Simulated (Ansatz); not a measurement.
Input file:

```
crystal:
  lattice:
    - [3.4612022787, 0.0, 0.0]
    - [0.0, 3.4612022787, 0.0]
    - [0.0, 0.0, 13.8187064433]
  atoms:
    - { symbol: Si, position: [0.0, 0.0, -0.0022187604] }
    - { symbol: Ni, position: [0.0, 0.5, 0.125] }
    - { symbol: Ni, position: [0.5, 0.0, 0.125] }
    - { symbol: Ni, position: [0.5, 0.5, 0.0006594206] }
    - { symbol: Si, position: [0.0, 0.0, 0.2522187604] }
    - { symbol: Ni, position: [0.0, 0.5, 0.375] }
    - { symbol: Ni, position: [0.5, 0.0, 0.375] }
    - { symbol: Ni, position: [0.5, 0.5, 0.2493405794] }
    - { symbol: Ni, position: [0.0, 0.0, 0.5006594206] }
    - { symbol: Ni, position: [0.0, 0.5, 0.625] }
    - { symbol: Ni, position: [0.5, 0.0, 0.625] }
    - { symbol: Si, position: [0.5, 0.5, 0.4977812396] }
    - { symbol: Ni, position: [0.0, 0.0, 0.7493405794] }
    - { symbol: Ni, position: [0.0, 0.5, 0.875] }
    - { symbol: Ni, position: [0.5, 0.0, 0.875] }
    - { symbol: Si, position: [0.5, 0.5, 0.7522187604] }
basis:
  ecutwfc: 420
kpoints:
  mp_grid: { grid: [16, 16, 6] }
hamiltonian:
  xc: pbesol
scf:
  occupations: { method: gaussian, width: 0.1 }
output:
  forces: true
  stress: true
  eigenvalues: true
  write_density: true
  write_potential: true
  elf: true
  volumetric_format: npy
```

Launched as:

```sh
ansatz run input.yaml --threads 4 --pin off --max-ram 11264MiB --backend cpu --events-out ev --progress --plain --runs-dir out
```

Computed without spin polarisation.

These are results of DFT PBEsol, scalar-relativistic, plane waves, PAW (Ansatz), not measurements.

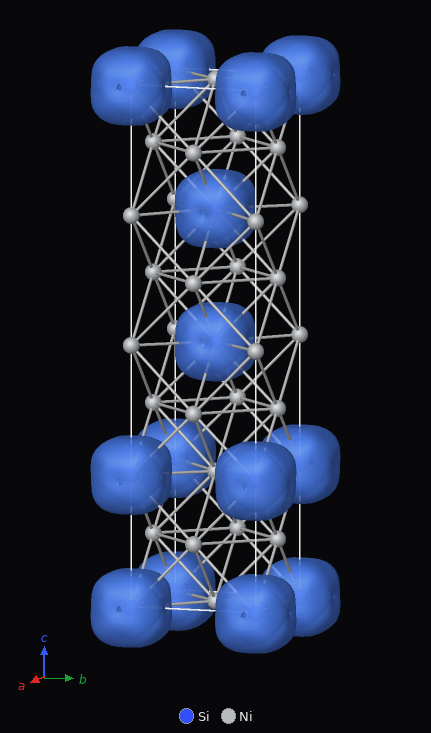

SiNi3 (interface cell). Isosurface of the electron localisation function at 0.55 (blue), seen slightly off an axis. Only the valence region is drawn (cores and ρ < 0.01 e/Å³ removed). Sticks mark near contacts.

### Identify the bonds, lone pairs and shells in this picture.

The ELF exceeds this value in four regions wrapped around Si (the valence shell of each), counted in one cell of 16 atoms. Any copies at cell faces, edges or corners count once. Profiles from the grid: Si–Ni (2.42 Å): the ELF peaks at about 0.65 in the valence shell of Si, 0.9 Å from its nucleus, and is about 0.45 at the midpoint. Ni–Ni (2.44 Å): the ELF is about 0.25 at the midpoint (no localised pair shows between them).

### Does the calculation make it a metal, or give it a gap?

It is gapless in this calculation (a metal or semimetal).
